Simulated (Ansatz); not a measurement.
## Electronic structure of Cu6O5 (slab) in real space

Input

```
crystal:
  lattice:
    - [2.8941129938, 0.0, 0.0]
    - [-2.8817629841, 5.8573340874, 0.0]
    - [0.0, 0.0, 27.5797619431]
  atoms:
    - { symbol: Cu, position: [0.8764099906, 0.8779058257, 0.2719385329] }
    - { symbol: Cu, position: [0.8764099906, 0.3779058257, 0.2719385329] }
    - { symbol: O, position: [0.5645849708, 0.0668684743, 0.2947410425] }
    - { symbol: O, position: [0.9410549916, 0.4447548283, 0.3403606102] }
    - { symbol: Cu, position: [0.6292299718, 0.633717477, 0.3631631197] }
    - { symbol: Cu, position: [0.6292299718, 0.133717477, 0.3631631197] }
    - { symbol: O, position: [0.317404952, 0.8226801257, 0.3859656293] }
    - { symbol: O, position: [0.6938749728, 0.2005664797, 0.431585197] }
    - { symbol: Cu, position: [0.382049953, 0.3895291283, 0.4543877066] }
    - { symbol: Cu, position: [0.382049953, 0.8895291283, 0.4543877066] }
    - { symbol: O, position: [0.0702249332, 0.578491777, 0.4771902161] }
    - { symbol: O, position: [0.446694954, 0.956378131, 0.5228097839] }
    - { symbol: Cu, position: [0.1348699342, 0.1453407797, 0.5456122934] }
    - { symbol: Cu, position: [0.1348699342, 0.6453407797, 0.5456122934] }
    - { symbol: O, position: [0.8230449144, 0.3343034283, 0.568414803] }
    - { symbol: O, position: [0.1995149352, 0.7121897823, 0.6140343707] }
    - { symbol: Cu, position: [0.8876899154, 0.901152431, 0.6368368803] }
    - { symbol: Cu, position: [0.8876899154, 0.401152431, 0.6368368803] }
    - { symbol: O, position: [0.5758648956, 0.0901150797, 0.6596393898] }
    - { symbol: O, position: [0.9523349164, 0.4680014337, 0.7052589575] }
    - { symbol: Cu, position: [0.6405098966, 0.6569640823, 0.7280614671] }
    - { symbol: Cu, position: [0.6405098966, 0.1569640823, 0.7280614671] }
basis:
  ecutwfc: 420
kpoints:
  mp_grid: { grid: [13, 6, 1] }
hamiltonian:
  xc: pbesol
scf:
  occupations: { method: gaussian, width: 0.1 }
output:
  forces: true
  eigenvalues: true
  write_density: true
  write_potential: true
  elf: true
  volumetric_format: npy
relax:
  adjacent_minimum: "off"
  f_tol: 0.02
  max_steps: 60
efield:
  axis: 3
  dipole_correction: true
  ramp_width: 0.04
```

Run with:

```sh
ansatz run input.yaml --threads 4 --pin off --max-ram 10240MiB --backend cpu --events-out ev --progress --plain --runs-dir out
```

The fields are those of the run's last geometry, not of the input's.

Computed without spin polarisation.

Method: Ansatz 0.2.0, DFT PBEsol, scalar-relativistic, plane waves, PAW.

In a PAW calculation such maps are meaningful between the atoms, not at the nuclei.

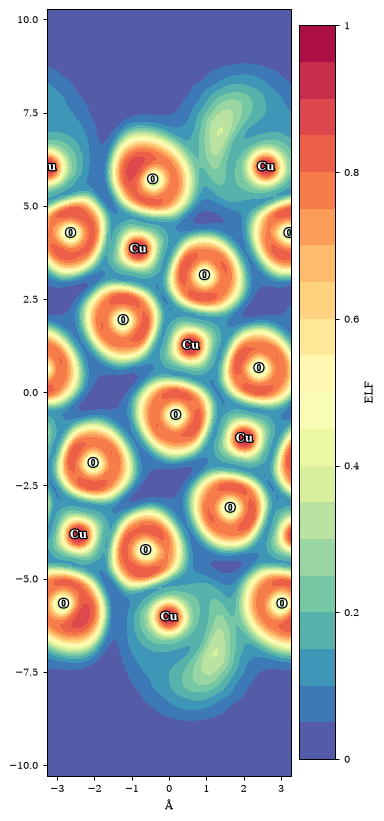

Figure 1. Electron localisation function on the (11̄0) plane of the calculation cell, a cut from vacuum to vacuum.

Describe what can be read from this map.

Answer.
- Atoms in the plane: Cu and O.
- Cu–O (1.86 Å): the ELF peaks at about 0.85 in the valence shell of O, 0.6 Å from its nucleus, and is about 0.25 at the midpoint (no localised pair shows between them).
- Cu–O (1.90 Å): the ELF peaks at about 0.85 in the valence shell of O, 0.6 Å from its nucleus, and is about 0.25 at the midpoint (no shared electron pair shows on this line).
- Cu–O (1.96 Å): the ELF peaks at about 0.85 in the valence shell of O, 0.6 Å from its nucleus, and is about 0.25 at the midpoint (no shared electron pair shows on this line).
- The features right at Cu lie inside the PAW spheres, where the map follows smoothed inner orbitals and isn't to be read closely.

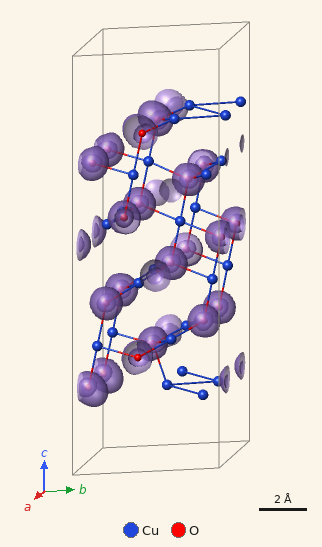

Figure 2. Isosurface of the electron localisation function at 0.75 (purple), seen slightly off an axis. Core shells and regions of very low density are left out. Sticks mark near contacts.

Where are the electrons localised?

Answer. The surface consists of ten regions wrapped around O (the valence shell of each), counted in one cell of 22 atoms. Counts are for one cell; the picture repeats the cell along the surface. Along the contacts the grid gives the following. Cu–Cu (2.42 Å): the ELF is about 0.25 at the midpoint (no localised pair shows between them).

Does the calculation make it a metal, or give it a gap?

Answer. It is metallic or semimetallic at this level of theory: no gap opens.
